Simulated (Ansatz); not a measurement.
Consider Mo.

The calculation's input:

```
crystal:
  lattice:
    - [-1.571, 1.571, 1.571]
    - [1.571, -1.571, 1.571]
    - [1.571, 1.571, -1.571]
  atoms:
    - { symbol: Mo, position: [0.0, 0.0, 0.0] }
basis:
  ecutwfc: 650.0
kpoints:
  mp_grid: { grid: [22, 22, 22] }
hamiltonian:
  xc: lda
scf:
  occupations: { method: gaussian, width: 0.15 }
output:
  forces: true
  stress: true
  eigenvalues: true
  write_density: true
  write_potential: true
  elf: true
  volumetric_format: npy
```

Launched as:

```sh
ansatz run input.yaml --threads 1 --pin off --max-ram 2560MiB --backend cpu --events-out ev --progress --plain --runs-dir out
```

Below, planes, directions and counts refer to the conventional cell (a = 3.14 Å, b = 3.14 Å, c = 3.14 Å, α = 90.00°, β = 90.00°, γ = 90.00°).

Space group Im-3m; computed pressure about −8 GPa in this cell; computed without spin polarisation.

These are results of DFT LDA, scalar-relativistic, plane waves, PAW (Ansatz), not measurements.

Question: Predict the valence pseudo-density and electron localisation function between the atoms.

Answer: Mo–Mo (2.72 Å): ρ at the midpoint is about 0.38 e/Å³; the ELF is about 0.30 at the midpoint; no shared electron pair shows on this line.

Question: Does the calculation give a band gap?

Answer: It is gapless in this calculation (a metal or semimetal).

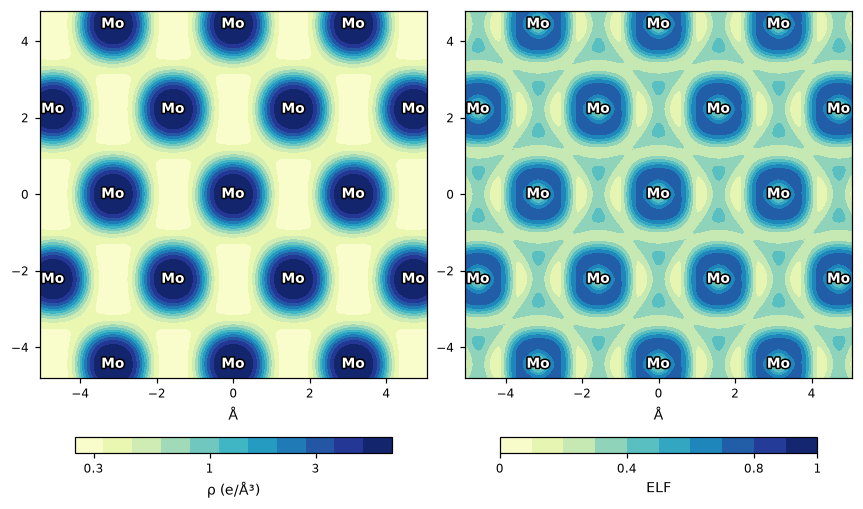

Computed valence pseudo-density and electron localisation function on the (101̄) plane of the conventional cell, in this order. 

The density is the valence pseudo-density of a PAW calculation; it isn't the true density close to the nuclei.
